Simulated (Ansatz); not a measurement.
Consider ZnS.

```
Zn S
1.0
     3.94637    0.00000    0.00000
    -1.97319    3.41766    0.00000
     0.00000    0.00000    5.88005
Zn S
2 2
Cartesian
  0.0000 2.2785 1.4700
  1.9732 1.1392 4.4100
  1.9732 1.1392 1.4700
  0.0000 2.2785 4.4100
```

Space group P6₃/mmc; started from the h-MgO (five-fold) prototype, which need not be the ambient phase.

All numbers below come from DFT, HSE06, plane waves, PAW (Ansatz 0.2.0).

What will maps of the valence pseudo-density and electron localisation function show?

Zn–S (2.28 Å): the density is about 0.56 e/Å³ at the midpoint; the ELF peaks at about 0.90 in the valence shell of S, 0.9 Å from its nucleus, and is about 0.55 at the midpoint.

Does the calculation give a band gap?

It is gapped, with a Kohn–Sham gap of 2.6 eV on the k-point mesh (the band edges may lie off the mesh, which would make the gap smaller).

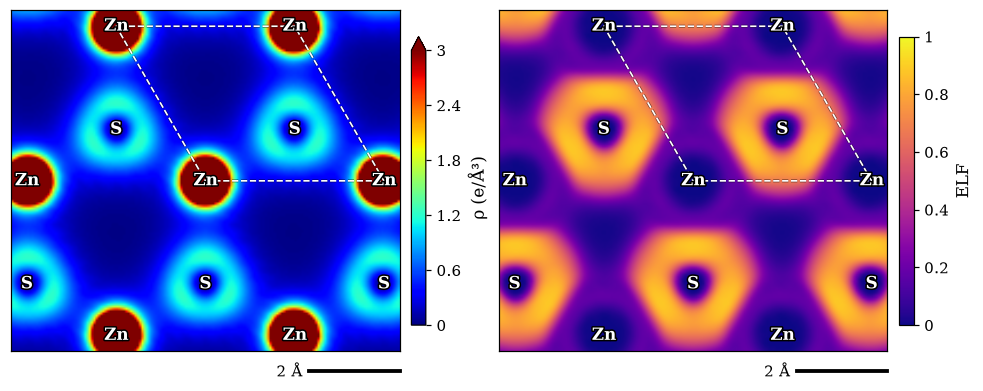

Computed valence pseudo-density and electron localisation function on the (001) plane of the conventional cell, in this order. 
